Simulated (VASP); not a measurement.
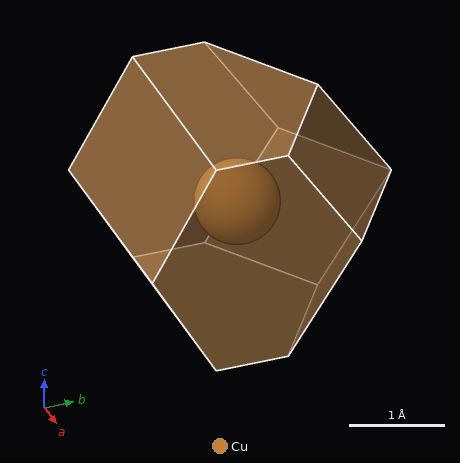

Voronoi cell (the region closer to this atom than to any other), computed from the atomic positions without radii. Central atom: Cu (4c) in Cu; faces take the colour of the neighbour behind them. Source: a cell listed in the Materials Project, as set up for an electronic-structure calculation.

Cu, space group Cmcm (No. 63), a = 2.437 Å, b = 7.953 Å, c = 2.475 Å, α = 90.00°, β = 90.00°, γ = 90.00°

```json
{"site": "Cu", "Wyckoff": "4c", "x": "0.5000", "y": "0.6339", "z": "0.7500"}
```

Question: Which neighbours share a face with the central atom?

Answer: 10 Cu (100 % of the solid angle).

Question: How many faces does the cell have, and of which kinds?

Answer: 10 faces, index ⟨0,6,2,2⟩.
